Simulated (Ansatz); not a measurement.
**GeSi$_{6}$: geometry relaxation (part 3 of 3)**

The same run, continued: GeSi$_{6}$ (slab, 7 atoms in the cell); DFT PBEsol, scalar-relativistic, plane waves, PAW, spin-polarised (Ansatz 0.2.0); cutoff 420 eV, 9×9×1 k-mesh, Gaussian smearing of 0.05 eV, collinear spins. The structure derives from a Materials Project entry. The input holds or restrains some coordinates. Forces given for the steps count only the free coordinates. It belongs to a series of runs on one base structure; here: Ge put at a top Si site.

Geometry of the input (Å; fractional positions):
```
3.8249  0.0000  0.0000
-1.9124  3.3125  0.0000
0.0000  0.0000  26.1211
Si 0.6667  0.3333  0.3254
Si 0.3333  0.6667  0.3559
Si 0.3333  0.6667  0.4465
Si 0.6667  0.3333  0.4756
Si 0.6667  0.3333  0.5673
Si 0.3333  0.6667  0.5929
Ge 0.3333  0.6667  0.6818
```

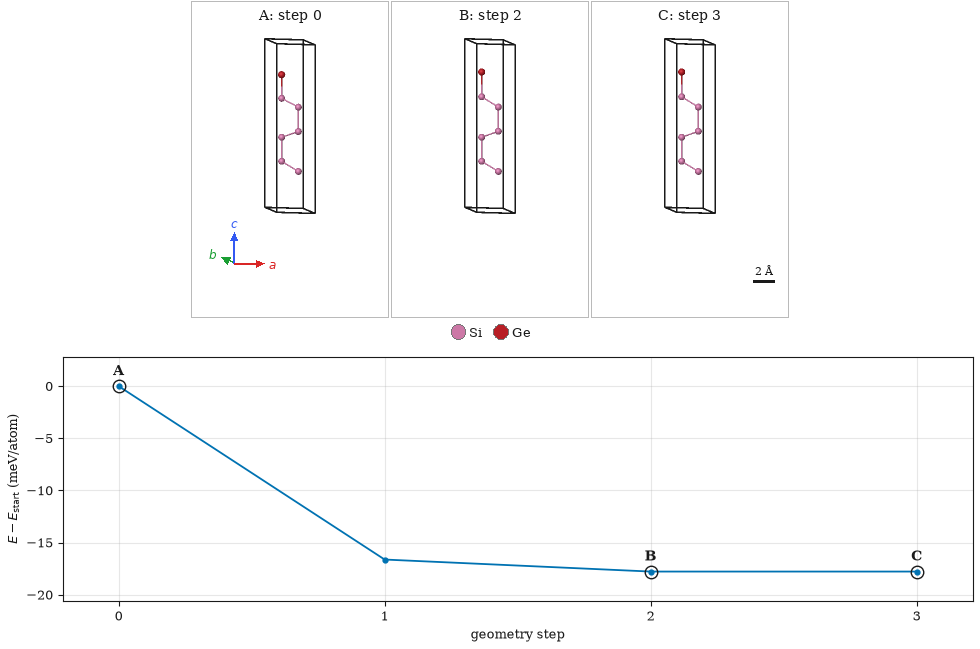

Frames of the restrained relaxation (ball-and-stick view of the cell of the calculation, with the vacuum cut short, seen slightly off an axis) above the curves, on which the letters mark them (the first geometry is step 0 here and step 1 in the log).

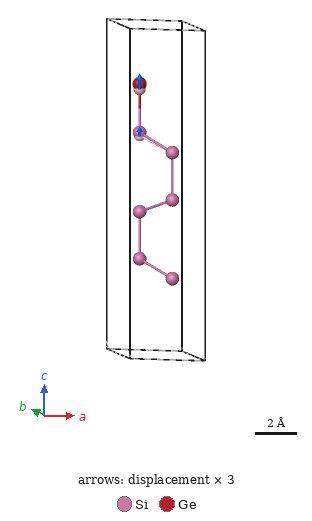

Start (faint) and end (solid) with the displacements as blue arrows, magnified 3 times (ball-and-stick view of the cell of the calculation, with the vacuum cut short, seen slightly off an axis). Over 3 geometry steps the energy falls by 17.8 meV per atom. Largest force component: 1.1 eV/Å at the start, 0.027 eV/Å at the end. The atom that moves furthest is Ge7 (0.27 Å). Largest moves by element: Ge 0.27 Å, Si 0.15 Å. The lattice vectors keep their values. Distances before and after: Si6–Ge7 2.320 → 2.435 Å, Si5–Si6 2.308 → 2.352 Å, Si4–Si5 2.393 → 2.382 Å, Si3–Si4 2.336 → 2.344 Å. Among the angles that change: Si5–Si6–Ge7 106.9° → 110.1°, Si4–Si5–Si6 106.9° → 110.1°, Si5–Si6–Si5 111.9° → 108.8°. (Atoms are counted from 1 in the order of the input.)

```
WARN: The output density's exchange-correlation potential varies sharply where the density is thin. Do not read a vacuum level from v_tot or v_xc, or from such a field of the output density. On a cell that repeats whose density bears no net charge and no dipole along the vacuum's axis use v_es (v_loc + v_h of the components); under efield.dipole_correction with no amplitude use v_es + v_field, which holds any external_charges[].barrier, or the levels of the report's work_function block, which leave it out; under a non-zero efield.amplitude the vacuum is tilted and has no level; on a cell that repeats and bears such a dipole with no correction it is tilted too, and efield.dipole_correction with no amplitude gives each side of its ramp a level where efield: is served; in a cell that repeats whose density bears a net charge (total_charge, or a fill off its count) it is curved and has none; of a slab under crystal.periodic whose density bears no net charge use v_es, which has a level on each side, short of where the two are joined; of another it falls or rises all the way out and has none; of a slab beside external_charges read slab_vacuum_level instead, which it has where they leave it neutral. The grid or the basis barely resolves most such structure, and the values can differ between equally converged runs; as a rule a tighter scf.convergence.dr2_threshold does not remove it. Where the density itself ripples (under the LDA too) a higher basis.ecutwfc lessens it. The files hold the spikes' plane waves up to the density's cutoff. Files: v_tot_of_output_density and the like, and their columns of v_z.tsv (output.write_potential); v_xc_of_output_density and the like, and their columns of v_comp_z.tsv (output.write_potential_components). Measured: with its Gaussian average of σ = 0.25 Å subtracted twice, the exchange-correlation potential is over 0.1 eV at 17 of the grid points where the equally averaged density (valence and model cores) is under 1e-3 e/Å³, and 0.175 eV at the most among them, at an averaged density of 4.8e-9 e/Å³. The input density's (outcome.potential() and, of a run that writes arrays, v_tot and v_xc) is over 0.1 eV, so measured, at 87 points of its own thin density, 0.453 eV at the most. See output.write_potential in the manual, Limitations
SCF converged after 4 iterations
Magnetization: 0.8490 μB (19.4245 up, 18.5755 down)
Absolute magnetization: 0.8799 μB (∫|ρ↑−ρ↓|, with the PAW one-centre terms)
Spin contamination: 0.0454 ħ² per cell (⟨S²⟩ above its minimum at these occupations)
Per-site moments (μB) at R_I (Å): [(0.20329466244514688, 0.9684117024697039), (0.028567488471285808, 0.9684117024697039), (0.04184629399787076, 0.9668818100089301), (0.015695784556732782, 0.9668818100089301), (0.007208657411984967, 0.9701904301441844), (0.00875147419819346, 0.9701904301441844), (0.010832995310331741, 1.0042432881798165)]
Free energy (F): -7979.426111 eV
Harris-Foulkes:  -7979.426111 eV  (|F-HF|=4.43e-10)
Internal energy: -7979.421321 eV  (E = F + TS)
E sigma→0 (E₀):  -7979.423716 eV
Entropy (-TS):   -0.004790 eV (-0.684 meV/atom)
Fermi energy:    -0.115483 eV
Dipole field:    D = -0.022808 V/Å  (p = -0.041715 e·Å, saw-weighted, corrected)
Work function:   Φ+ = 5.2909 eV   Φ− = 4.6951 eV
Levels:          The Fermi level and band energies are counted from a zero that moves with the ramp; work functions are not
--- Per-component energies (eV) ---
  E_band       = -375.657623
  E_kinetic    = 345.878787
  E_local      = -15621.028345  (includes V_loc(G=0)·N_el)
  E_nonlocal   = 572.017647
  E_hartree    = 7492.809006
  E_xc         = -398.843127
  E_vxc        = -339.867301  (∫ρ·V_xc dr)
  E_paw        = -4967.711833  (= ΣΔE_a)
  E_vpaw       = -319.250608  (= ΣTr[D̂ρ^β])
  E_aug_tail   = 0.000309  (compensation charges beyond the density's cutoff)
  E_efield     = 0.000476  (sawtooth field / dipole correction)
  E_vefield    = 0.974714  (∫n·V_field dr)
  E_ewald      = 4596.348460
  E_core_change = 1.107300  (= ΣΔE_core)
  E_smearing   = -0.004790  (= −TS)
  E_closure    = -0.000000  (closes the sum)
  Σ components = -7979.426111   (vs F -7979.426111, Δ=0.00e0)
--- Forces (eV/Å), atoms counted from 1 ---
  atom   1  Si     0.00000000    -0.00000000     0.48598203
  atom   2  Si    -0.00000000     0.00000000    -0.65441932
  atom   3  Si    -0.00000000     0.00000000     0.16059328
  atom   4  Si     0.00000000    -0.00000000     0.02169855
  atom   5  Si     0.00000000    -0.00000000    -0.00784165
  atom   6  Si    -0.00000000     0.00000000    -0.02668669
  atom   7  Ge     0.00000000    -0.00000000     0.02067217
  max |Σ_I F_I| component: 1.62e-6 eV/Å
--- Band table (eV; the first three rows and the last of 24) ---
  k-point 0 ↑: bands = ["-24.3997", "-24.3997", "-24.2935", "-24.2935", "-24.2785", "-11.7314", "-10.9957", "-10.1858", "-8.1653", "-5.8821", "-3.7729", "-1.5336", "-1.0689", "-1.0689", "-0.4745", "-0.4745", "0.0442", "0.0442", "0.0468", "1.5146", "2.2930", "2.5084", "2.5084", "3.0737", "3.1014", "3.1014", "3.6269"]
  k-point 1 ↑: bands = ["-24.3997", "-24.3989", "-24.2938", "-24.2936", "-24.2781", "-11.5872", "-10.8526", "-10.0423", "-8.0597", "-5.8109", "-3.7356", "-2.1541", "-1.5962", "-1.4541", "-1.3517", "-0.8186", "-0.7485", "-0.2199", "0.0347", "1.8953", "2.3316", "2.8168", "2.8371", "2.9526", "3.3258", "3.3432", "3.7570"]
  k-point 2 ↑: bands = ["-24.3998", "-24.3968", "-24.2947", "-24.2938", "-24.2769", "-11.1619", "-10.4316", "-9.6204", "-7.7719", "-5.7503", "-4.0517", "-3.5988", "-2.8744", "-2.5545", "-1.8846", "-1.2706", "-1.0289", "-0.7285", "-0.2892", "1.0517", "1.5008", "2.2475", "2.7797", "3.0292", "3.2879", "4.0022", "4.0981"]
  k-point 11 ↓: bands = ["-24.3947", "-24.3947", "-24.2917", "-24.2917", "-24.2693", "-8.6289", "-8.5041", "-8.1452", "-7.2418", "-6.7294", "-6.5277", "-5.8474", "-4.6851", "-4.0062", "-3.3699", "-2.6326", "-2.5545", "-0.8444", "-0.3179", "-0.2772", "0.4352", "2.0452", "2.9593", "3.7373", "4.0137", "4.9670", "5.8683"]
--- Relaxed structure (4 steps of the walk, 4 accepted, 0 SCFs on fresh bases) ---
  F+E_penalty+E_count = -7979.42611062 eV   max|allowed force component| = 2.669e-2 eV/Å
  atoms:
    - { symbol: Si, position: [0.6666666666666667, 0.33333333333333326, 0.32540703360000006] }
    - { symbol: Si, position: [0.3333333333333333, 0.6666666666666666, 0.35591225290000006] }
    - { symbol: Si, position: [0.3333333333333333, 0.6666666666666666, 0.4464642099000001] }
    - { symbol: Si, position: [0.6666666666666667, 0.33333333333333326, 0.47654852989407936] }
    - { symbol: Si, position: [0.6666666666666667, 0.33333333333333326, 0.5677530624157199] }
    - { symbol: Si, position: [0.3333333333333333, 0.6666666666666666, 0.5987412710710724] }
    - { symbol: Ge, position: [0.3333333333333333, 0.6666666666666666, 0.6919427910537282] }
--- Löwdin populations: 7 sites ---
  site symbol       q [e]    m [muB]
     0     Si      3.9324     0.6523
     1     Si      3.9779     0.0075
     2     Si      3.9409     0.0928
     3     Si      3.9634     0.0284
     4     Si      3.9437     0.0149
     5     Si      3.9846     0.0163
     6     Ge     13.9758     0.0256
  spilling = 0.007402 (of n_electrons = 38.000000)
```

Trajectory as extended XYZ (Å, eV, eV/Å), 4 frames, from step=1 to step=4:
```
7
Lattice="3.8249 0.0000 0.0000 -1.9124 3.3125 0.0000 0.0000 0.0000 26.1211" Properties=species:S:1:pos:R:3:forces:R:3 step=1 energy=-7979.30168
Si    1.9124    1.1041    8.5000    0.0000   0.0000   0.4605
Si    0.0000    2.2083    9.2968    0.0000   0.0000  -0.6515
Si    0.0000    2.2083   11.6622    0.0000   0.0000   0.0119
Si    1.9124    1.1041   12.4243    0.0000   0.0000   0.0581
Si    1.9124    1.1041   14.8176    0.0000   0.0000  -0.7662
Si    0.0000    2.2083   15.4882    0.0000   0.0000  -0.2427
Ge    0.0000    2.2083   17.8082    0.0000   0.0000   1.1298
7
Lattice="3.8249 0.0000 0.0000 -1.9124 3.3125 0.0000 0.0000 0.0000 26.1211" Properties=species:S:1:pos:R:3:forces:R:3 step=2 energy=-7979.41805
Si    1.9124    1.1041    8.5000    0.0000   0.0000   0.4772
Si    0.0000    2.2083    9.2968    0.0000   0.0000  -0.6694
Si    0.0000    2.2083   11.6622    0.0000   0.0000   0.0505
Si    1.9124    1.1041   12.4270    0.0000   0.0000   0.1490
Si    1.9124    1.1041   14.8162    0.0000   0.0000  -0.1754
Si    0.0000    2.2083   15.5993    0.0000   0.0000  -0.1006
Ge    0.0000    2.2083   18.0026    0.0000   0.0000   0.2688
7
Lattice="3.8249 0.0000 0.0000 -1.9124 3.3125 0.0000 0.0000 0.0000 26.1211" Properties=species:S:1:pos:R:3:forces:R:3 step=3 energy=-7979.42611
Si    1.9124    1.1041    8.5000    0.0000   0.0000   0.4860
Si    0.0000    2.2083    9.2968    0.0000   0.0000  -0.6544
Si    0.0000    2.2083   11.6622    0.0000   0.0000   0.1606
Si    1.9124    1.1041   12.4480    0.0000   0.0000   0.0217
Si    1.9124    1.1041   14.8304    0.0000   0.0000  -0.0078
Si    0.0000    2.2083   15.6398    0.0000   0.0000  -0.0266
Ge    0.0000    2.2083   18.0743    0.0000   0.0000   0.0207
7
Lattice="3.8249 0.0000 0.0000 -1.9124 3.3125 0.0000 0.0000 0.0000 26.1211" Properties=species:S:1:pos:R:3:forces:R:3 step=4 energy=-7979.42611
Si    1.9124    1.1041    8.5000    0.0000   0.0000   0.4860
Si    0.0000    2.2083    9.2968    0.0000   0.0000  -0.6544
Si    0.0000    2.2083   11.6622    0.0000   0.0000   0.1606
Si    1.9124    1.1041   12.4480    0.0000   0.0000   0.0217
Si    1.9124    1.1041   14.8304    0.0000   0.0000  -0.0078
Si    0.0000    2.2083   15.6398    0.0000   0.0000  -0.0267
Ge    0.0000    2.2083   18.0743    0.0000   0.0000   0.0207
```

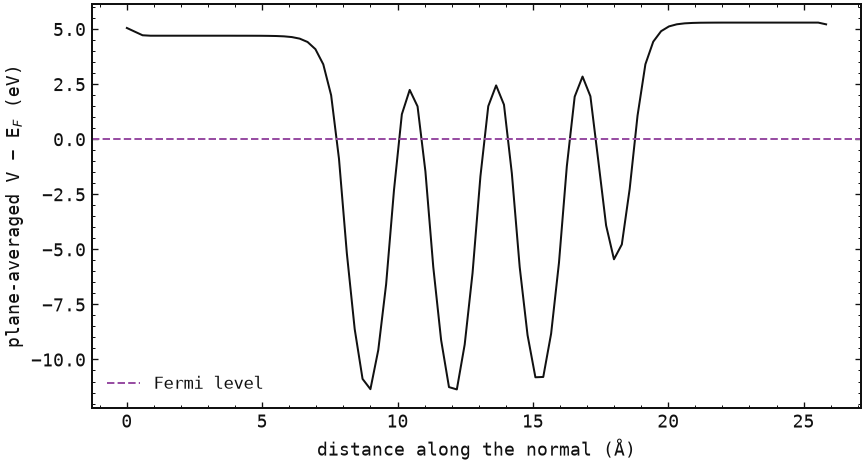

Plane average of the electrostatic potential energy of an electron across the cell, from the Fermi level. The vacuum level lies 5.29 eV above the Fermi level on the upper side and 4.70 eV on the lower.

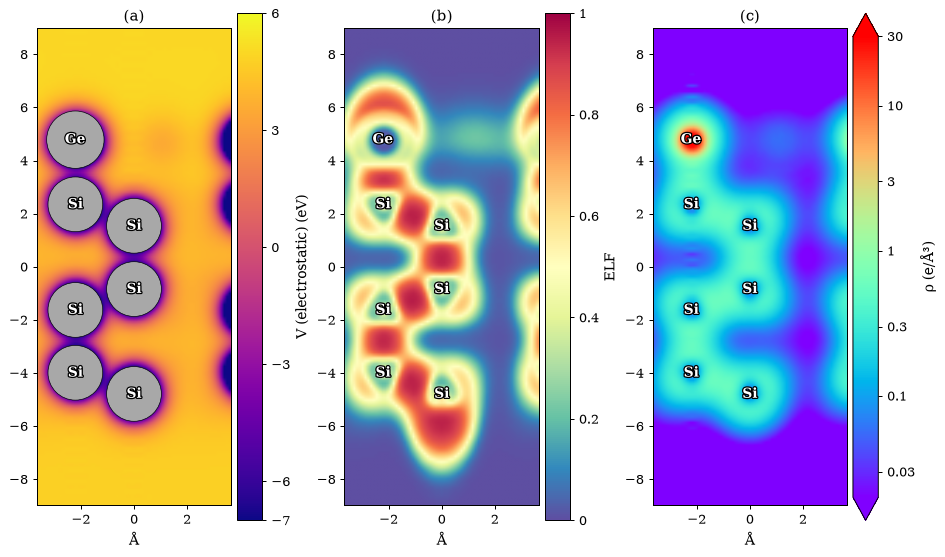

(a) electrostatic potential energy of an electron; (b) electron localisation function; (c) valence charge density (pseudo) on the (110) plane of the calculation cell, a cut from vacuum to vacuum. Grey discs, where drawn, cover atomic cores. Atoms in the plane: Si and Ge. Si–Si (2.34 Å): ρ at the midpoint is about 0.57 e/Å³, a local maximum along the line; the ELF peaks at about 0.95 between the atoms, which marks a shared electron pair. Si–Ge (2.43 Å): ρ at the midpoint is about 0.49 e/Å³; the ELF is about 0.85 at the midpoint. The density dies away to nearly zero in the vacuum. In a PAW calculation such maps are meaningful between the atoms, not at the nuclei.

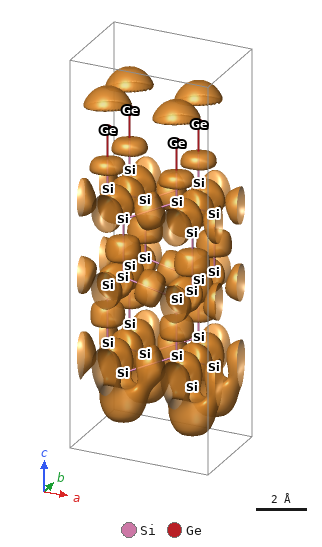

Isosurface of the ELF at 0.75 (orange), seen slightly off an axis. Core shells and regions of very low density are left out. Sticks mark near contacts. Values along the shortest contacts: Si–Si (2.34 Å): the ELF peaks at about 0.95 between the atoms, as expected for localised, shared-pair bonding. Si–Ge (2.43 Å): the ELF is about 0.85 at the midpoint.

Summary:

```tsv
quantity	value
outcome	converged under the restraints of the input
electrons treated	38
free energy	−7979.4261 eV
work function, top face	5.29 eV
work function, bottom face	4.70 eV
Fermi energy	−0.115 eV
gap on the k-point mesh	none (metallic)
net moment of the cell	0.85 μB
integrated absolute moment	0.88 μB
final volume	330.95 Å³
work function (upper face)	5.29 eV
largest force (length of the vector) at the end, held atoms and coordinates included	0.654 eV/Å
hardware	1 thread of AMD EPYC (Zen 5), 64 GiB of memory available, shared host
wall time	67 s
peak memory	0.67 GiB
```

Remarks:

Warnings of the run: the exchange-correlation potential is rough where the density is thin.
